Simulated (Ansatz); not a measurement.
**Geometry relaxation of Ge (part 1 of 2)**

System: Ge (Cmmm, 2 atoms in the cell).
Method: DFT PBE, scalar-relativistic, plane waves, PAW, no spin polarisation (Ansatz 0.2.0).

The structure was made by a generator, so it may or may not be a known phase. Figures and captions count atoms from 1; the log counts them from 0 in places.

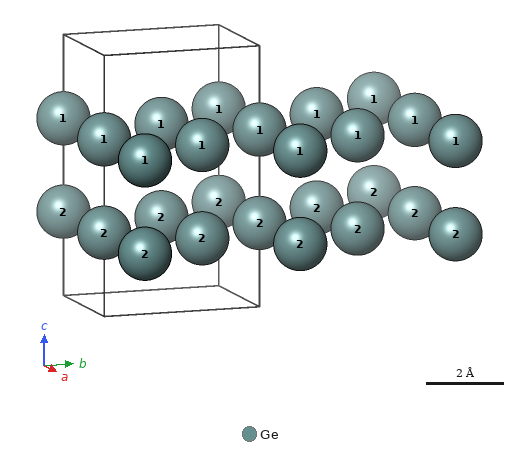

Figure 1. The starting structure (spheres-only view of the cell 2 times as large as that of the calculation, set on its symmetry axes, repeated 2 × 2 × 1, seen slightly off an axis; atoms are numbered from 1 in the order of the input). An atom can appear more than once, as a periodic image.

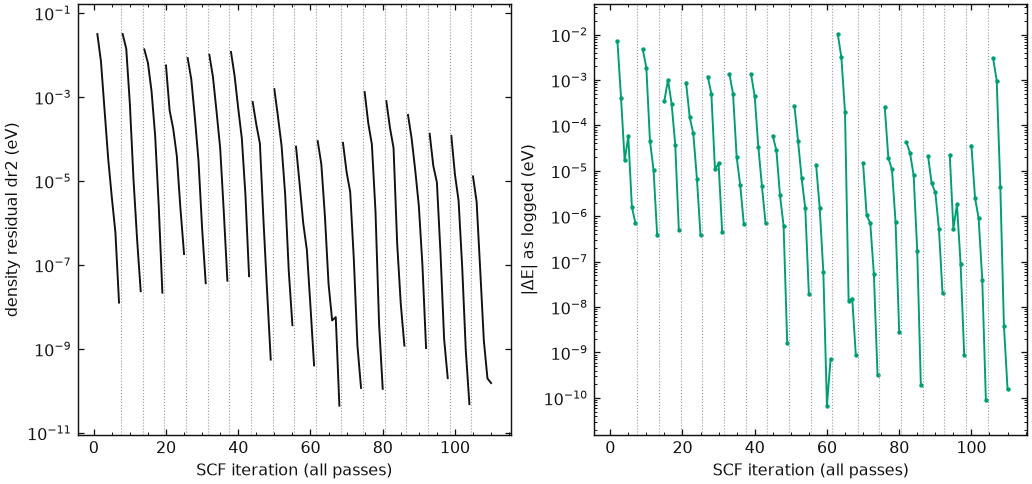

Figure 2. Convergence of the self-consistent field: density residual dr2 and size of the energy change against the SCF iteration. The dotted lines part the SCF passes of the relaxation: geometry steps, rejected trials and re-solves on a re-selected basis. The 18 passes take 6 to 7 iterations each, 110 in all.

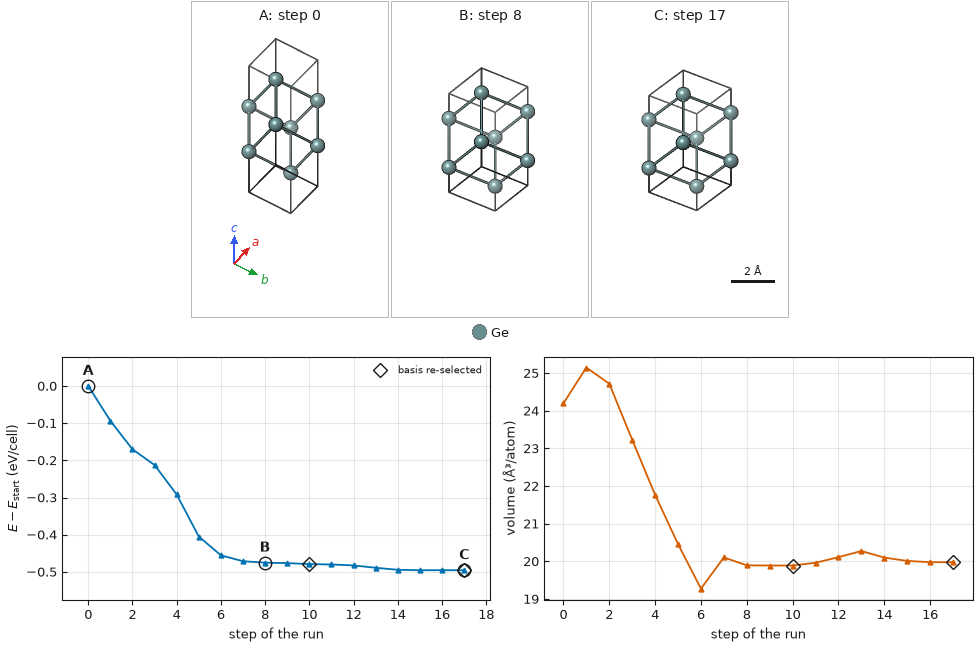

Figure 3. Frames of the relaxation (ball-and-stick view of the cell of the calculation, seen at an oblique angle) above the curves, on which the letters mark them (the first geometry is step 0 here and step 1 in the log).

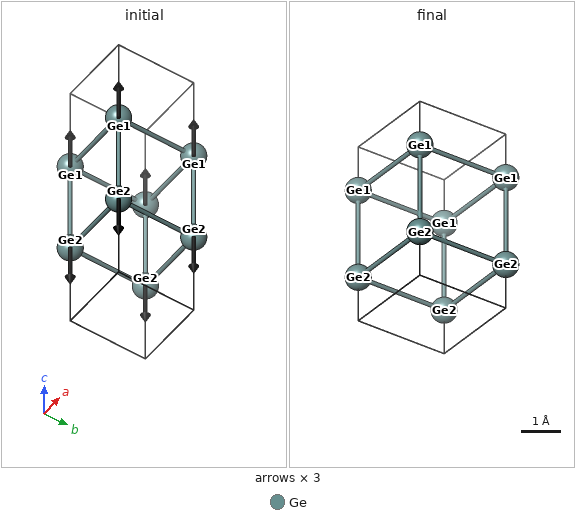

Figure 4. Before (left) and after (right) the relaxation, at one scale (ball-and-stick view of the cell of the calculation, seen at an oblique angle). The black arrows give the displacements (without the part carried along by the change of the cell), magnified 3 times. The largest moves relative to the cell, 0.38 Å, are those of Ge1 and Ge2. The volume changes by −17.4 %, with a = b 2.693 → 2.743 Å (+1.8 %), c 6.942 → 5.312 Å (−23.5 %), γ 106.0° → 90.2°. Among the contacts that change: Ge1–Ge2 4.460 → 2.660 Å, Ge1–Ge1 2.693 → 2.743 Å. New bonds form: Ge1–Ge2 (4.46 → 2.66 Å). Among the angles that change: Ge2–Ge2–Ge2 74.0° → 89.8°, Ge2–Ge2–Ge2 106.0° → 90.2°. The space group stays Cmmm (No. 65). Over 15 geometry steps the energy falls by 0.495 eV per cell of the calculation. The largest force component goes from 0.59 to 0.021 eV/Å. The pressure goes from 3.93 to −0.02 GPa. 1 further SCF at an unchanged geometry re-selected the plane-wave basis for the new cell. The energy change given includes the shifts at the re-selections in mid-walk, which come without any move. A last SCF at the same geometry on a re-selected plane-wave basis shifts the energy by −0.1 meV per cell of the calculation. (Atoms are counted from 1 in the order of the input.)

These pictures come from the run below.

### The input
```yaml
crystal:
  lattice:
    - [1.62047217, -2.1509073, 0.0]
    - [1.62047217, 2.1509073, 0.0]
    - [0.0, 0.0, 6.94232388]
  atoms:
    - { symbol: Ge, position: [0.0, 0.0, 0.67879312] }
    - { symbol: Ge, position: [0.0, 0.0, 0.32120688] }
basis:
  ecutwfc: 420
kpoints:
  mp_grid: { grid: [6, 6, 4] }
hamiltonian:
  xc: pbe
scf:
  occupations: { method: gaussian, width: 0.1 }
  lower_state_search: "off"
output:
  forces: true
  stress: true
  eigenvalues: true
relax:
  adjacent_minimum: "off"
  f_tol: 0.04
  max_steps: 70
  cell: { stress_tol: 0.4 }
```

Launched with:
```bash
ansatz run input.yaml --threads 1 --pin off --max-ram 2560MiB --backend cpu --events-out ev --progress --plain --runs-dir out
```

### Log
```
Engine: ansatz 0.2.0, x86_64-unknown-linux-gnu
Pseudopotentials: kind: paw
Pseudopotential: Ge, paw, valence charge 14, recommended cutoff 420 eV (normal), Ge.paw.azcp
Functional definition: PBE
  parameter kappa = 0.804
  parameter beta = 0.06672455060314922
  exchange = pbe_x(kappa = kappa, mu = beta*pi^2/3)
  correlation = pbe_c(beta = beta)
Crystal: 2 atoms, lattice volume = 48.395 Å³
Basis set: ecut = 420 eV, 969 PW (Γ), exchange–correlation on 40×40×96 points (8 copies of the dense FFT grid, shifted against one another)
Bands: 18, of which v1, the nominal top of the filled ones, is band 14 counted from 1 (13 counted from 0)
Symmetry: 8 space group operations
Space group: Cmmm (ITA 65), of the structure as read, at distance tolerance 3.6e-5 Å
k-points: 39 of 144
Non-local potential: Ge, projectors of the file, l = 0: 2, l = 1: 2, l = 2: 3, l = 3: 1
PAW form: soft (Blöchl's): semilocal exchange-correlation on the pseudo side does not see the compensation charge
PAW one-centre angular grid: Ge, 590 points (default); XC on 64 Gauss nodes
Initial density: superposition of atomic densities (neutral atoms: chi_scale 0, normalization atom), corrected by the library's trained network
Initial wavefunctions: pseudopotential atomic-orbital guess
Functional: x = pbe(κ = 0.804, μ = 0.2195149727645171), c = pbe(β = 0.06672455060314922)
SCF iter   1: F=—  HF=-8588.964571 eV  |F-HF|=—  |Δ(HF+E_count)|=         —  Δρ=4.50e-3  dr2=3.17e-2  ethr=1.77e-3  ⟨swp⟩=5.4  Hψ=3089  notcnv=0
preconditioner: auto → LDOS  [insulator: Δε(μ)=0.193 eV  Ē_g=23.184 eV  σ=0.100 eV  W_gap=0.61  n_scr=8 (ndim 8)  ℏωp=28.2 eV  f_vac=0.176  D(μ)=1.53/eV (n_scr^D=4)  ε∞_Penn≈2.5  β→1.0]
SCF iter   2: F=—  HF=-8588.957485 eV  |F-HF|=—  |Δ(HF+E_count)|=   7.09e-3  Δρ=3.03e-3  dr2=7.06e-3  ethr=1.13e-4  ⟨swp⟩=2.8  Hψ=1614  notcnv=0  defer=13
SCF iter   3: F=—  HF=-8588.957087 eV  |F-HF|=—  |Δ(HF+E_count)|=   3.99e-4  Δρ=6.62e-4  dr2=4.83e-4  ethr=2.52e-5  ⟨swp⟩=2.8  Hψ=1366  notcnv=0  defer=13
SCF iter   4: F=—  HF=-8588.957070 eV  |F-HF|=—  |Δ(HF+E_count)|=   1.69e-5  Δρ=2.23e-4  dr2=3.40e-5  ethr=1.72e-6  ⟨swp⟩=2.9  Hψ=1233  notcnv=0  defer=13
SCF iter   5: F=—  HF=-8588.957012 eV  |F-HF|=—  |Δ(HF+E_count)|=   5.74e-5  Δρ=1.21e-4  dr2=4.11e-6  ethr=1.22e-7  ⟨swp⟩=2.0  Hψ=1232  notcnv=0  defer=12
SCF iter   6: F=—  HF=-8588.957011 eV  |F-HF|=—  |Δ(HF+E_count)|=   1.60e-6  Δρ=3.80e-5  dr2=5.96e-7  ethr=1.47e-8  ⟨swp⟩=2.0  Hψ=1230  notcnv=0  defer=12
SCF iter   7: F=-8588.957012 eV  HF=-8588.957012 eV  |F-HF|=7.21e-9  |Δ(HF+E_count)|=   6.92e-7  Δρ=5.48e-6  dr2=1.27e-8  ethr=3.57e-10  ⟨swp⟩=6.9  Hψ=2870  notcnv=0
SCF 1 converged in 7 iterations: F = -8588.957012 eV  dr2 = 1.27e-8
  greatest PAW one-centre occupation: 0.998 electrons in one spin orbital (limit 2), on the Ge atom at site 1 (counted from 0), in its partial waves of l = 2
relax step   1: F+E_penalty+E_count = -8588.95701159 eV  Δ(F+E_penalty+E_count) = +0.000e0 eV  max|allowed force component| = 5.927e-1 eV/Å  Δτ_max = 0.0000 Å  P = +3.932 GPa  Ω = 48.395 Å³  (7 SCF iters, dr2 threshold 1.00e-7 eV, accepted)
Crystal: 2 atoms, lattice volume = 50.294 Å³
Basis set: ecut = 420 eV, 1009 PW (Γ), exchange–correlation on 40×40×96 points (8 copies of the dense FFT grid, shifted against one another)
Initial density: handed on by an earlier stage of this run
Initial wavefunctions: those handed on with the density
iter 1 solved again at ethr=1.14e-4 eV; its pass at ethr=3.10e-3 eV (dr2=3.19e-2 eV) is discarded
SCF iter   1: F=—  HF=-8589.057388 eV  |F-HF|=—  |Δ(HF+E_count)|=         —  Δρ=3.67e-3  dr2=3.18e-2  ethr=1.14e-4  ⟨swp⟩=1.0  Hψ=3984  notcnv=0
preconditioner: auto → LDOS  [metal: Δε(μ)=0.088 eV  Ē_g=22.923 eV  σ=0.100 eV  W_gap=0.45  n_scr=8 (ndim 8)  ℏωp=27.7 eV  f_vac=0.161  D(μ)=1.57/eV (n_scr^D=8)  β→1.0]
SCF iter   2: F=—  HF=-8589.052622 eV  |F-HF|=—  |Δ(HF+E_count)|=   4.77e-3  Δρ=3.68e-3  dr2=1.42e-2  ethr=1.14e-4  ⟨swp⟩=3.0  Hψ=1442  notcnv=0
SCF iter   3: F=—  HF=-8589.050751 eV  |F-HF|=—  |Δ(HF+E_count)|=   1.87e-3  Δρ=5.97e-4  dr2=6.88e-4  ethr=5.08e-5  ⟨swp⟩=3.0  Hψ=1399  notcnv=0
SCF iter   4: F=—  HF=-8589.050705 eV  |F-HF|=—  |Δ(HF+E_count)|=   4.64e-5  Δρ=1.03e-4  dr2=1.11e-5  ethr=2.46e-6  ⟨swp⟩=1.8  Hψ=773  notcnv=0
SCF iter   5: F=—  HF=-8589.050715 eV  |F-HF|=—  |Δ(HF+E_count)|=   1.03e-5  Δρ=3.43e-5  dr2=4.10e-7  ethr=3.98e-8  ⟨swp⟩=2.4  Hψ=1231  notcnv=0
SCF iter   6: F=-8589.050715 eV  HF=-8589.050715 eV  |F-HF|=1.38e-8  |Δ(HF+E_count)|=   3.85e-7  Δρ=1.08e-5  dr2=2.38e-8  ethr=7.14e-10  ⟨swp⟩=5.5  Hψ=3191  notcnv=0
SCF 2 converged in 6 iterations: F = -8589.050715 eV  dr2 = 2.38e-8
[... from here on the iterations of each SCF are left out, up to the last one ...]
relax step   2: F+E_penalty+E_count = -8589.05071458 eV  Δ(F+E_penalty+E_count) = -9.370e-2 eV  max|allowed force component| = 4.530e-1 eV/Å  Δτ_max = 0.0494 Å  P = +0.062 GPa  Ω = 50.294 Å³  energy of the carried Pulay correction = -3.008e-4 eV  (6 SCF iters, dr2 threshold 2.00e-7 eV, accepted)
Crystal: 2 atoms, lattice volume = 49.436 Å³
Basis set: ecut = 420 eV, 973 PW (Γ), exchange–correlation on 40×40×96 points (8 copies of the dense FFT grid, shifted against one another)
preconditioner: auto → LDOS  [metal: Δε(μ)=0.090 eV  Ē_g=22.875 eV  σ=0.100 eV  W_gap=0.47  n_scr=8 (ndim 8)  ℏωp=27.9 eV  f_vac=0.095  D(μ)=0.67/eV (n_scr^D=2)  β→1.0]
the search or the solves at the SCF's close seem to have found levels that the self-consistency loop had missed (the run counts 1). By its estimate they hold under 1e-12 electrons; where the run keeps them, the occupations were computed again with them
SCF 3 converged in 6 iterations: F = -8589.127263 eV  dr2 = 2.19e-8
relax step   3: F+E_penalty+E_count = -8589.12726294 eV  Δ(F+E_penalty+E_count) = -7.655e-2 eV  max|allowed force component| = 1.782e-1 eV/Å  Δτ_max = 0.1079 Å  P = -2.573 GPa  Ω = 49.436 Å³  energy of the carried Pulay correction = -1.664e-4 eV  (6 SCF iters, dr2 threshold 2.00e-7 eV, accepted)
Crystal: 2 atoms, lattice volume = 46.456 Å³
Basis set: ecut = 420 eV, 913 PW (Γ), exchange–correlation on 40×40×96 points (8 copies of the dense FFT grid, shifted against one another)
preconditioner: auto → LDOS  [insulator: Δε(μ)=0.135 eV  Ē_g=23.070 eV  σ=0.100 eV  W_gap=0.59  n_scr=8 (ndim 8)  ℏωp=28.8 eV  f_vac=0.033  D(μ)=1.79/eV (n_scr^D=16)  ε∞_Penn≈2.6  β→1.0]
SCF 4 converged in 6 iterations: F = -8589.169569 eV  dr2 = 1.83e-7
relax step   4: F+E_penalty+E_count = -8589.16956859 eV  Δ(F+E_penalty+E_count) = -4.231e-2 eV  max|allowed force component| = 7.623e-2 eV/Å  Δτ_max = 0.0655 Å  P = -2.112 GPa  Ω = 46.456 Å³  energy of the carried Pulay correction = +3.195e-4 eV  (6 SCF iters, dr2 threshold 2.00e-7 eV, accepted)
Crystal: 2 atoms, lattice volume = 43.526 Å³
Basis set: ecut = 420 eV, 865 PW (Γ), exchange–correlation on 40×40×96 points (8 copies of the dense FFT grid, shifted against one another)
preconditioner: auto → none  [metal: Δε(μ)=0.032 eV  Ē_g=23.233 eV  σ=0.100 eV  W_gap=0.18  n_scr=8 (ndim 8)  ℏωp=29.8 eV  f_vac=0.008  D(μ)=1.46/eV (n_scr^D=8)]
SCF 5 converged in 6 iterations: F = -8589.248844 eV  dr2 = 3.68e-8
relax step   5: F+E_penalty+E_count = -8589.24884428 eV  Δ(F+E_penalty+E_count) = -7.928e-2 eV  max|allowed force component| = 2.458e-1 eV/Å  Δτ_max = 0.0588 Å  P = -1.030 GPa  Ω = 43.526 Å³  energy of the carried Pulay correction = +8.281e-4 eV  (6 SCF iters, dr2 threshold 2.00e-7 eV, accepted)
Crystal: 2 atoms, lattice volume = 40.916 Å³
Basis set: ecut = 420 eV, 829 PW (Γ), exchange–correlation on 40×40×96 points (8 copies of the dense FFT grid, shifted against one another)
preconditioner: auto → none  [insulator: Δε(μ)=0.183 eV  Ē_g=23.405 eV  σ=0.100 eV  W_gap=0.72  n_scr=8 (ndim 8)  ℏωp=30.7 eV  f_vac=0.000  D(μ)=1.01/eV (n_scr^D=2)  ε∞_Penn≈2.7]
SCF 6 converged in 6 iterations: F = -8589.362028 eV  dr2 = 4.23e-8
relax step   6: F+E_penalty+E_count = -8589.36202829 eV  Δ(F+E_penalty+E_count) = -1.132e-1 eV  max|allowed force component| = 3.900e-1 eV/Å  Δτ_max = 0.0822 Å  P = -0.039 GPa  Ω = 40.916 Å³  energy of the carried Pulay correction = +1.309e-3 eV  (6 SCF iters, dr2 threshold 2.00e-7 eV, accepted)
Crystal: 2 atoms, lattice volume = 38.547 Å³
Basis set: ecut = 420 eV, 745 PW (Γ), exchange–correlation on 40×40×96 points (8 copies of the dense FFT grid, shifted against one another)
preconditioner: auto → none  [metal: Δε(μ)=0.076 eV  Ē_g=23.628 eV  σ=0.100 eV  W_gap=0.41  n_scr=8 (ndim 8)  ℏωp=31.6 eV  f_vac=0.000  D(μ)=1.60/eV (n_scr^D=16)]
SCF 7 converged in 6 iterations: F = -8589.412491 eV  dr2 = 5.40e-8
relax step   7: F+E_penalty+E_count = -8589.41249050 eV  Δ(F+E_penalty+E_count) = -5.046e-2 eV  max|allowed force component| = 1.728e-1 eV/Å  Δτ_max = 0.0915 Å  P = +2.614 GPa  Ω = 38.547 Å³  energy of the carried Pulay correction = +1.771e-3 eV  (6 SCF iters, dr2 threshold 2.00e-7 eV, accepted)
Crystal: 2 atoms, lattice volume = 40.206 Å³
Basis set: ecut = 420 eV, 795 PW (Γ), exchange–correlation on 40×40×96 points (8 copies of the dense FFT grid, shifted against one another)
preconditioner: auto → none  [insulator: Δε(μ)=0.112 eV  Ē_g=23.452 eV  σ=0.100 eV  W_gap=0.53  n_scr=8 (ndim 8)  ℏωp=31.0 eV  f_vac=0.000  D(μ)=1.36/eV (n_scr^D=8)  ε∞_Penn≈2.7]
SCF 8 converged in 6 iterations: F = -8589.428427 eV  dr2 = 5.58e-10
relax step   8: F+E_penalty+E_count = -8589.42842695 eV  Δ(F+E_penalty+E_count) = -1.594e-2 eV  max|allowed force component| = 3.043e-2 eV/Å  Δτ_max = 0.0100 Å  P = -0.614 GPa  Ω = 40.206 Å³  energy of the carried Pulay correction = +1.445e-3 eV  (6 SCF iters, dr2 threshold 2.00e-7 eV, accepted)
Crystal: 2 atoms, lattice volume = 39.786 Å³
Basis set: ecut = 420 eV, 779 PW (Γ), exchange–correlation on 40×40×96 points (8 copies of the dense FFT grid, shifted against one another)
preconditioner: auto → none  [metal: Δε(μ)=0.036 eV  Ē_g=23.517 eV  σ=0.100 eV  W_gap=0.20  n_scr=8 (ndim 8)  ℏωp=31.2 eV  f_vac=0.000  D(μ)=1.78/eV (n_scr^D=16)]
SCF 9 converged in 6 iterations: F = -8589.432334 eV  dr2 = 3.68e-9
relax step   9: F+E_penalty+E_count = -8589.43233417 eV  Δ(F+E_penalty+E_count) = -3.907e-3 eV  max|allowed force component| = 5.037e-5 eV/Å  Δτ_max = 0.0154 Å  P = -0.025 GPa  Ω = 39.786 Å³  energy of the carried Pulay correction = +1.527e-3 eV  (6 SCF iters, dr2 threshold 2.00e-7 eV, accepted)
Crystal: 2 atoms, lattice volume = 39.777 Å³
Basis set: ecut = 420 eV, 787 PW (Γ), exchange–correlation on 40×40×96 points (8 copies of the dense FFT grid, shifted against one another)
preconditioner: auto → none  [metal: Δε(μ)=0.037 eV  Ē_g=23.510 eV  σ=0.100 eV  W_gap=0.20  n_scr=8 (ndim 8)  ℏωp=31.2 eV  f_vac=0.000  D(μ)=1.84/eV (n_scr^D=16)]
SCF 10 converged in 6 iterations: F = -8589.433516 eV  dr2 = 4.06e-10
relax step  10: F+E_penalty+E_count = -8589.43351596 eV  Δ(F+E_penalty+E_count) = -1.182e-3 eV  max|allowed force component| = 6.197e-3 eV/Å  Δτ_max = 0.0004 Å  P = +0.078 GPa  Ω = 39.777 Å³  energy of the carried Pulay correction = +1.528e-3 eV  (6 SCF iters, dr2 threshold 2.00e-7 eV, accepted)
Basis set: ecut = 420 eV, 787 PW (Γ), exchange–correlation on 40×40×80 points (8 copies of the dense FFT grid, shifted against one another)
Initial wavefunctions: pseudopotential atomic-orbital guess (no wavefunctions were taken with the density)
preconditioner: auto → none  [metal: Δε(μ)=0.032 eV  Ē_g=23.509 eV  σ=0.100 eV  W_gap=0.18  n_scr=8 (ndim 8)  ℏωp=31.2 eV  f_vac=0.000  D(μ)=1.82/eV (n_scr^D=16)]
SCF 11 converged in 7 iterations: F = -8589.436179 eV  dr2 = 4.46e-11
```
